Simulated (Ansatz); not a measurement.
# Electron scattering at the Σ9 (221) boundary in fcc Ir with Mg (substitutional), part 2 of 2

Wanted: what the Σ9 (221) boundary in fcc Ir with Mg (substitutional) costs an interconnect.

Ansatz 0.2.0; Ansatz plane-wave DFT, PBE, PAW files; relaxation of a bicrystal slab with its lowest layers held; PAW set soft_1 (the session's first sound run).

So far: Set-up; Relaxing the bicrystal.

## 2. Relaxing the bicrystal (continued)

Relaxation path:

| step | energy less that of the first step (eV) | largest force component (eV/Å) |
| --- | --- | --- |
| 1 | 0.0000 | 1.1058 |
| 2 | -0.3696 | 1.2872 |
| 3 | -0.5733 | 0.2814 |
| 4 | -0.6260 | 0.2918 |
| 5 | -0.6502 | 0.1440 |
| 6 | -0.6681 | 0.1066 |
| 7 | -0.6826 | 0.2287 |
| 8 | -0.6881 | 0.0672 |
| 9 | -0.6891 | 0.0307 |
| 10 | -0.6893 | 0.0215 |

Forces are held to the 2 operations that the run works with; a distortion that breaks them can't arise in this run.

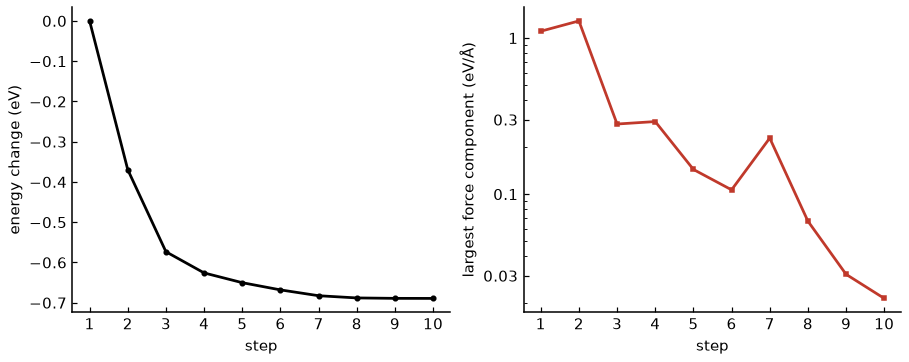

Energy and largest force along the relaxation.

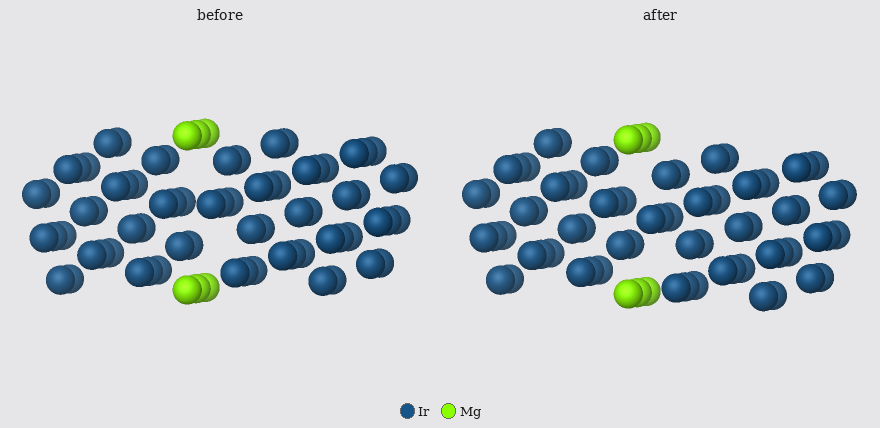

The structure before and after the relaxation, drawn at the same scale.

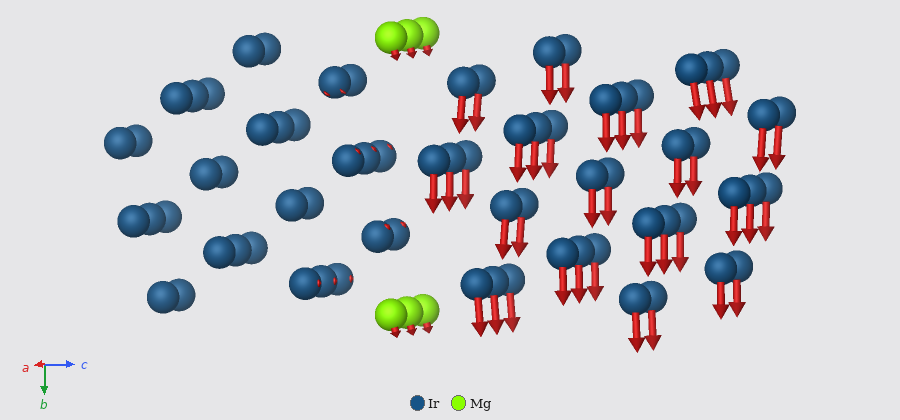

Displacements in the relaxation, exaggerated; the longest in the cell stands for 0.88 Å. 2×1×1 cells are drawn. Some periodic images of atoms are drawn too.

The atoms that moved most (Å):

| atom | dx | dy | dz | length |
| --- | --- | --- | --- | --- |
| Ir30 | 0.000 | 0.882 | -0.063 | 0.884 |
| Ir24 | 0.000 | 0.814 | 0.035 | 0.814 |
| Ir18 | 0.000 | 0.808 | -0.059 | 0.810 |
| Ir25 | 0.000 | 0.809 | -0.007 | 0.809 |
| Ir29 | 0.000 | 0.802 | -0.011 | 0.802 |
| Ir17 | 0.000 | 0.799 | 0.064 | 0.801 |
| Ir15 | 0.000 | 0.798 | -0.011 | 0.798 |
| Ir26 | 0.000 | 0.796 | -0.011 | 0.796 |

This step gave:

```
free energy             : -348083.4787 eV
energy at zero smearing : -348082.9331 eV
Fermi energy            : 14.07 eV
```

The largest force component on a free atom ends at 0.021 eV/Å, under the tolerance of 0.03, after 10 steps.

## 3. Transmission across the boundary

This step: Ansatz plane-wave DFT, PBE, PAW files; ballistic transport by layer matching (Landauer), zero bias; boundary relaxed in a short slab, bulk layers laid on; PAW set soft_1 (Ansatz 0.2.0).

System of this step: Σ9 (221) boundary in fcc Ir with Mg (substitutional). The cell holds 67 atoms: 66 Ir and 1 Mg. Cell: a = 2.715 Å, b = 8.145 Å, c = 50.875 Å, α = 90.0°, β = 90.0°, γ = 90.0°. It derives from Ir. Regions: lower grain, 27 atoms (27 Ir); boundary, 18 atoms (17 Ir and 1 Mg); upper grain, 22 atoms (22 Ir). Vacuum lies along c.

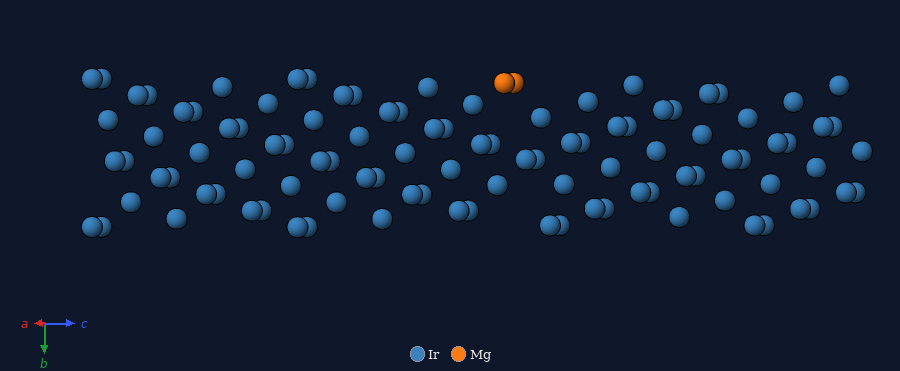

The cell of this step (iridium blue, magnesium orange). Some periodic images of atoms are drawn too.

Contents of input.yaml:

```yaml
crystal:
  lattice:
    - [2.7148657757, 0.0, 0.0]
    - [0.0, 8.1445973271, 0.0]
    - [0.0, 0.0, 50.8750737123]
  atoms:
    - { symbol: Ir, position: [-17.9999999995, -9.9999999999, 0.0786239647] }
    - { symbol: Ir, position: [-17.4999999995, -9.7222222222, 0.0912018335] }
    - { symbol: Ir, position: [-16.9999999995, -9.4444444444, 0.1037797022] }
    - { symbol: Ir, position: [-16.4999999996, -9.1666666666, 0.116357571] }
    - { symbol: Ir, position: [-15.9999999996, -8.8888888888, 0.1289354397] }
    - { symbol: Ir, position: [-15.4999999996, -8.6111111111, 0.1415133085] }
    - { symbol: Ir, position: [-14.9999999996, -8.3333333333, 0.1540911772] }
    - { symbol: Ir, position: [-14.4999999996, -8.0555555555, 0.166669046] }
    - { symbol: Ir, position: [-13.9999999997, -7.7777777777, 0.1792469147] }
    - { symbol: Ir, position: [-13.4999999997, -7.5, 0.1918247835] }
    - { symbol: Ir, position: [-12.9999999997, -7.2222222222, 0.2044026522] }
    - { symbol: Ir, position: [-12.4999999997, -6.9444444444, 0.216980521] }
    - { symbol: Ir, position: [-11.9999999997, -6.6666666666, 0.2295583898] }
    - { symbol: Ir, position: [-11.4999999997, -6.3888888889, 0.2421362585] }
    - { symbol: Ir, position: [-10.9999999998, -6.1111111111, 0.2547141273] }
    - { symbol: Ir, position: [-10.4999999998, -5.8333333333, 0.267291996] }
    - { symbol: Ir, position: [-9.9999999998, -5.5555555555, 0.2798698648] }
    - { symbol: Ir, position: [-9.4999999998, -5.2777777778, 0.2924477335] }
    - { symbol: Ir, position: [-8.9999999998, -5.0, 0.3050256023] }
    - { symbol: Ir, position: [-8.4999999999, -4.7222222222, 0.317603471] }
    - { symbol: Ir, position: [-7.9999999999, -4.4444444444, 0.3301813398] }
    - { symbol: Ir, position: [-7.4999999999, -4.1666666667, 0.3427592085] }
    - { symbol: Ir, position: [-6.9999999999, -3.8888888889, 0.3553370773] }
    - { symbol: Ir, position: [-6.4999999999, -3.6111111111, 0.367914946] }
    - { symbol: Ir, position: [-5.9999999999, -3.3333333333, 0.3804928148] }
    - { symbol: Ir, position: [-5.5, -3.0555555556, 0.3930706836] }
    - { symbol: Ir, position: [-5.0, -2.7777777778, 0.4056485523] }
    - { symbol: Ir, position: [0.5, 0.5, 0.4182264211] }
    - { symbol: Ir, position: [0.0, 0.7800271468, 0.4310789395] }
    - { symbol: Ir, position: [0.5, 0.0575747545, 0.4435169765] }
    - { symbol: Ir, position: [0.0, 0.3356900129, 0.4553775021] }
    - { symbol: Ir, position: [0.5, 0.6115153916, 0.4687646084] }
    - { symbol: Ir, position: [0.0, 0.8886418167, 0.482437668] }
    - { symbol: Ir, position: [0.5, 0.1729141149, 0.492985124] }
    - { symbol: Ir, position: [0.0, 0.4398859201, 0.5070434935] }
    - { symbol: Ir, position: [0.5, 0.7157378217, 0.5198975072] }
    - { symbol: Mg, position: [0.0, 0.0261072788, 0.5325517697] }
    - { symbol: Ir, position: [0.0, 0.5423679416, 0.55635833] }
    - { symbol: Ir, position: [0.5, 0.2602192057, 0.5679045847] }
    - { symbol: Ir, position: [0.0, 0.9869398058, 0.582990517] }
    - { symbol: Ir, position: [0.5, 0.7102896059, 0.5931604591] }
    - { symbol: Ir, position: [0.0, 0.4295302407, 0.6061446569] }
    - { symbol: Ir, position: [0.5, 0.1530923475, 0.6196882217] }
    - { symbol: Ir, position: [0.0, 0.8736451505, 0.6322451815] }
    - { symbol: Ir, position: [0.5, 0.5963633432, 0.6446629227] }
    - { symbol: Ir, position: [-5.0, -2.6814144345, 0.6572407915] }
    - { symbol: Ir, position: [-5.5, -2.9591922123, 0.6698186602] }
    - { symbol: Ir, position: [-5.9999999999, -3.2369699901, 0.682396529] }
    - { symbol: Ir, position: [-6.4999999999, -3.5147477679, 0.6949743977] }
    - { symbol: Ir, position: [-6.9999999999, -3.7925255456, 0.7075522665] }
    - { symbol: Ir, position: [-7.4999999999, -4.0703033234, 0.7201301352] }
    - { symbol: Ir, position: [-7.9999999999, -4.3480811012, 0.732708004] }
    - { symbol: Ir, position: [-8.4999999999, -4.625858879, 0.7452858727] }
    - { symbol: Ir, position: [-8.9999999998, -4.9036366567, 0.7578637415] }
    - { symbol: Ir, position: [-9.4999999998, -5.1814144345, 0.7704416102] }
    - { symbol: Ir, position: [-9.9999999998, -5.4591922123, 0.783019479] }
    - { symbol: Ir, position: [-10.4999999998, -5.7369699901, 0.7955973478] }
    - { symbol: Ir, position: [-10.9999999998, -6.0147477678, 0.8081752165] }
    - { symbol: Ir, position: [-11.4999999997, -6.2925255456, 0.8207530853] }
    - { symbol: Ir, position: [-11.9999999997, -6.5703033234, 0.833330954] }
    - { symbol: Ir, position: [-12.4999999997, -6.8480811012, 0.8459088228] }
    - { symbol: Ir, position: [-12.9999999997, -7.1258588789, 0.8584866915] }
    - { symbol: Ir, position: [-13.4999999997, -7.4036366567, 0.8710645603] }
    - { symbol: Ir, position: [-13.9999999997, -7.6814144345, 0.883642429] }
    - { symbol: Ir, position: [-14.4999999996, -7.9591922123, 0.8962202978] }
    - { symbol: Ir, position: [-14.9999999996, -8.23696999, 0.9087981665] }
    - { symbol: Ir, position: [-15.4999999996, -8.5147477678, 0.9213760353] }
kpoints:
  mp_grid: { grid: [9, 3, 1] }
hamiltonian:
  xc: pbe
  pseudopotentials: { kind: paw, azcp: { folder: soft_1 } }
scf:
  occupations: { method: fermi_dirac, width: 0.1 }
output:
  transmission:
    leads: [[14, 15], [54, 55]]
    kmesh: [24, 8]
    e_range: [-0.1, 0.1]
    de: 0.05
  write_potential: true
  write_density: true
  volumetric_format: npy
  elf: true
```

Run with:

```sh
ansatz run input.yaml --threads 4 --pin off --max-ram 15360MiB --backend cpu --events-out ev --progress --plain --runs-dir out
```

Numbers of over 12 decimals in the logs are rounded to 6 here.

Output:

```text
[...]
Crystal: 67 atoms, lattice volume = 1124.924 Å³
Basis set: ecut = 420 eV, 22193 PW (Γ)
Bands: 680, of which v1, the nominal top of the filled ones, is band 566 counted from 1 (565 counted from 0)
Symmetry: 2 space group operations
[...]
k-points: 10 of 27 (time reversal used)
[...]
SCF iter   1: F=—  HF=-789752.515944 eV  |F-HF|=—  |Δ(HF+E_count)|=         —  Δρ=4.55e-2  dr2=7.25e1  ethr=3.10e-3  ⟨swp⟩=6.3  Hψ=23421  notcnv=0  defer=186
[...]
SCF iter  12: F=-789746.363600 eV  HF=-789746.363600 eV  |F-HF|=2.28e-8  |Δ(HF+E_count)|=   6.10e-8  Δρ=1.42e-6  dr2=3.22e-8  ethr=8.83e-12  ⟨swp⟩=12.4  Hψ=21650  notcnv=0
SCF 1 converged in 12 iterations: F = -789746.363600 eV  dr2 = 3.22e-8
[...]
transmission: 454 of 4485 steps passed
transmission: 900 of 4485 steps passed
[...]
transmission: 4485 of 4485 steps passed
WARN: The output density's exchange-correlation potential varies sharply where the density is thin. Do not read a vacuum level from v_tot or v_xc, or from such a field of the output density. On a cell that repeats whose density bears no net charge and no dipole along the vacuum's axis use v_es (v_loc + v_h of the components); under efield.dipole_correction with no amplitude use v_es + v_field, which holds any externa [...]
SCF converged after 12 iterations
Free energy (F): -789746.363600 eV
[...]
Internal energy: -789744.165720 eV  (E = F + TS)
E sigma→0 (E₀):  -789745.264660 eV
Entropy (-TS):   -2.197880 eV (-32.804 meV/atom)
Fermi energy:    20.647886 eV
[...]
--- Band table (eV; the first three rows and the last of 10) ---
  k-point 0: bands = [... 562 lower, 20.2583, 20.3011, 20.3212, 20.3684, 20.3765, 20.4264, 20.4297, 20.4331, ... 110 higher]
  k-point 1: bands = [... 562 lower, 20.0740, 20.1004, 20.1281, 20.2129, 20.2245, 20.2870, 20.2901, 20.3104, ... 110 higher]
  k-point 2: bands = [... 562 lower, 20.1355, 20.1536, 20.1694, 20.2345, 20.2996, 20.3170, 20.3703, 20.4058, ... 110 higher]
  k-point 9: bands = [... 562 lower, 21.4050, 21.4141, 21.4382, 21.4576, 21.4650, 21.4688, 21.4772, 21.4894, ... 110 higher]
--- Transmission ---
  basis      : 199 plane waves across, 69 finite elements along
  points     : 65, standing for a mesh of 24 x 8
  energies   : 5 from -0.100000 to 0.100000 eV about the Fermi level, 0.050000 eV apart; the leads are filled to 0.000000 eV, and channels, transmission and decay are at 0.000000 eV
  crystal 0  : Ir4, at the sites [14, 15], period 2.5596 Å, over 17.92 Å; its Hamiltonian steps by up to 20.4 meV
    offset         : up to 0.0000 Å between an atom of the period and one for which it stands
    channels       : 5.562500e0 a spin
    conductance    : none, the energies end too early or step too widely for 300 K: set another output.transmission.e_range or a lower de, or, where they end at an eighth of basis.ecutwfc, a higher one
[...]
channels       : 5.562500e0 a spin
[...]
junction   : crystal 0 to crystal 1, 12.64 to 37.60 Å
    transmission   : 2.158273e0 a spin
[...]
```

Elapsed: 26 min, on 4 threads of Arm Neoverse V1, shared host; peak memory 11 GiB.

Numbers from this step:

```yaml
free_energy: -789746.3636 eV
energy_at_zero_smearing: -789745.2647 eV
fermi_energy: 20.65 eV
cell_area: 22.11 Å²
transmission_per_spin_nearest_the_fermi_level: 2.158
open_channels_per_spin_nearest_the_fermi_level: 5.562
open_channels_per_spin_upper_lead: 5.562
step_of_the_lead_s_potential: 20.4 meV
step_of_the_upper_lead_s_potential: 21.5 meV
```

Per spin. Transmission, zone mean against energy, zero at the Fermi level:

| energy (eV) | transmission, zone mean |
| --- | --- |
| -0.1000 | 2.11 |
| -0.0500 | 2.14 |
| 0.0000 | 2.16 |
| 0.0500 | 2.19 |
| 0.1000 | 2.22 |

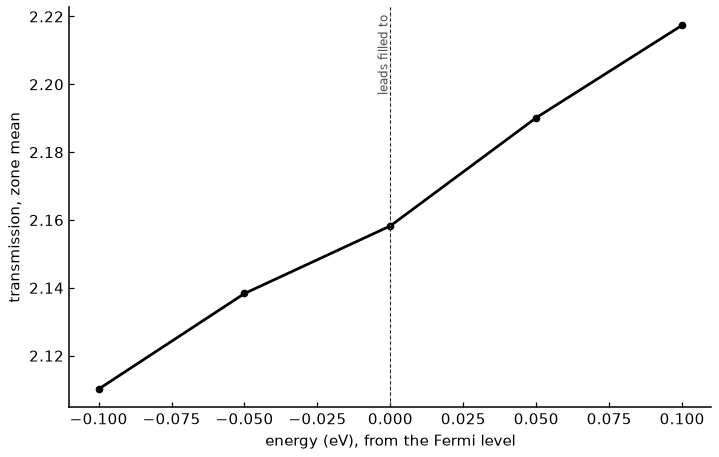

Transmission, zone mean against energy.

Per spin. Open channels, zone mean against energy, zero at the Fermi level:

| energy (eV) | lead | upper lead |
| --- | --- | --- |
| -0.1000 | 5.49 | 5.49 |
| -0.0500 | 5.58 | 5.58 |
| 0.0000 | 5.56 | 5.56 |
| 0.0500 | 5.70 | 5.70 |
| 0.1000 | 5.78 | 5.76 |

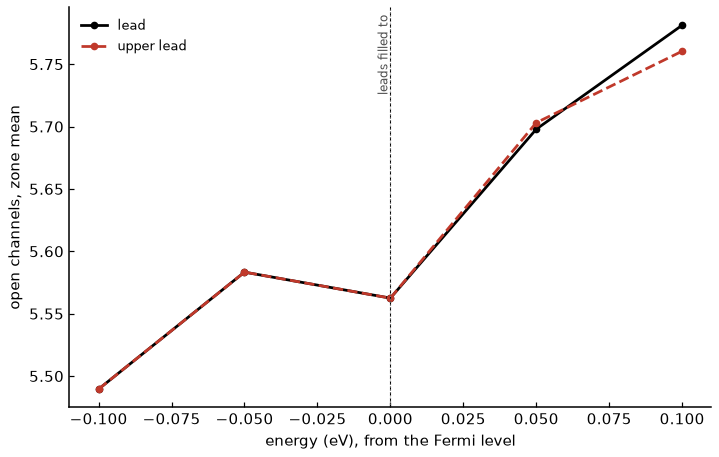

Open channels, zone mean, plotted against energy.

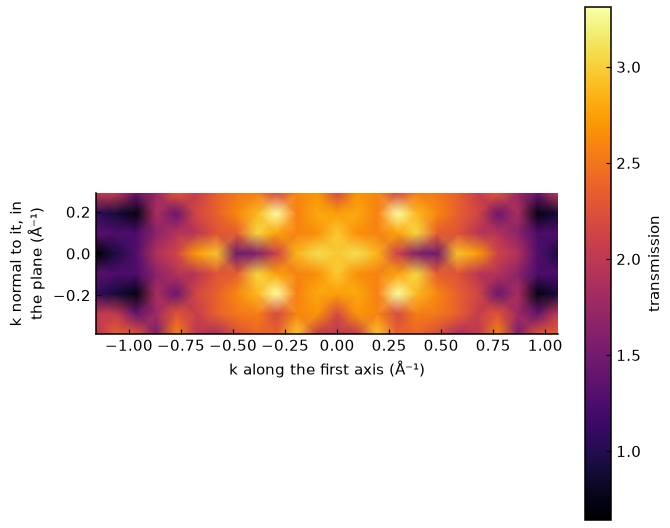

Transmission over k1 and k2. At 0.0000 eV from the Fermi level.

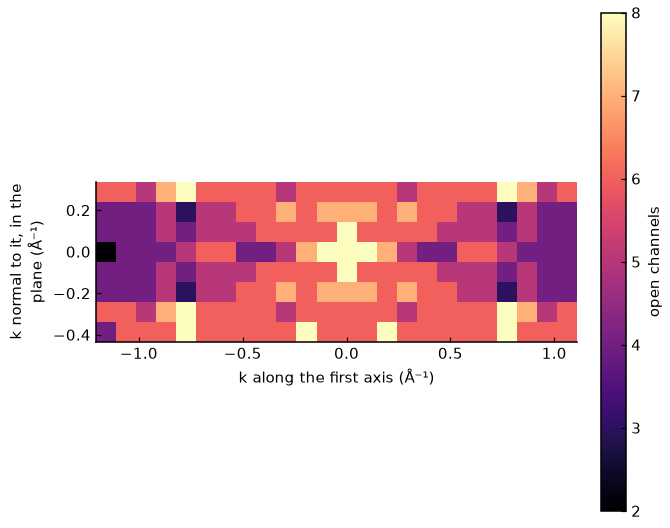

Open channels over k1 and k2. At 0.0000 eV from the Fermi level.

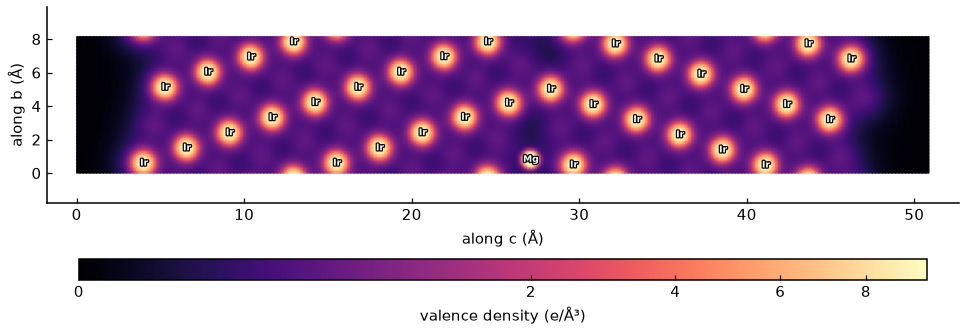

Valence density in the cb plane at fractional x = 0.000, with atoms of Ir and Mg within 0.2 Å of it. It is the smooth field of the valence electrons, not physical close to the nuclei. The map starts off the cell's origin, so that atoms lie inside it. The colour scale is stretched toward low values.

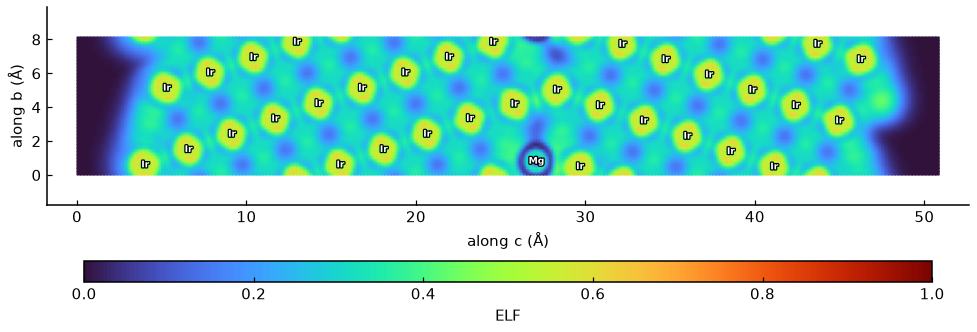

ELF in the cb plane at fractional x = 0.000, with atoms of Ir and Mg within 0.2 Å of it. It is the smooth field of the valence electrons, not physical close to the nuclei. The map starts off the cell's origin, so that atoms lie inside it.

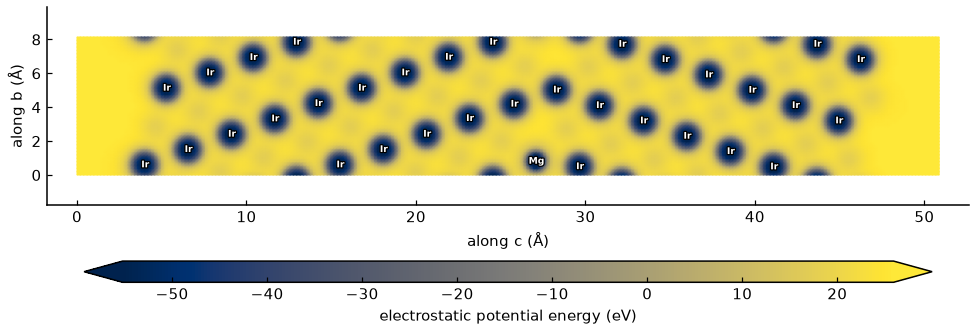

Electrostatic potential energy in the cb plane at fractional x = 0.000, with atoms of Ir and Mg within 0.2 Å of it. With pseudopotentials it is smooth inside the atoms' cores, unlike the true potential. The map starts off the cell's origin, so that atoms lie inside it.

Over the solved energies the transmission per spin lies between 2.11 and 2.22, out of 5.62 channels of the lead on average (up to 5.78).

## 4. Specific resistance

This step: Ansatz plane-wave DFT, PBE, PAW files; ballistic transport by layer matching (Landauer), zero bias; specific resistance of the boundary; PAW set soft_1 (Ansatz 0.2.0).

Numbers from this step:

| Quantity | Value |
| --- | --- |
| area resistance | 0.8118 fΩ m² |
| T over the leads' mean channel count | 0.3848 |

Averaged over the energies near the Fermi level, 38.5 % of the channels pass, which makes 0.812 fΩ m².

By hand, with T and the leads' channels N averaged over the energies near the Fermi level: RA = A (h/2e²)(1/T − ½[1/N₁ + 1/N₂]) = 22.11×10⁻²⁰ m² × 12 906 Ω × (1/2.163 − ½[1/5.623 + 1/5.620]) = 0.812 fΩ m².

## 5. Outcome

```json
{"specific resistance of the boundary": "0.812 fΩ m²", "share of channels that pass": "0.385"}
```

The boundary has a specific resistance of 0.81 fΩ m². The boundary reflects 62 % of the channels; 0.81 fΩ m² is 8.1×10⁻¹² Ω·cm². One Mg in 22.1 Å² of boundary is a high coverage. In the relaxation the upper grain slid sideways by about 0.8 Å, so the result belongs to the position that it found, not to the starting one. Each plane of this narrow cell holds one atom, so the solute fills a whole plane. One starting structure was relaxed; another shift or atom count at the boundary may lie lower. Spin-orbit coupling is left out, which matters for Ir.

[Logs are printed without paths, hosts, clocks, repeated set-up lines and the standing remarks that a program may print on its own settings, such as how far it seeks lower states.]

[Hosts, paths, dates, database ids (printed as entryN), source tags and the programs' standing remarks are cut or masked in the printed files.]
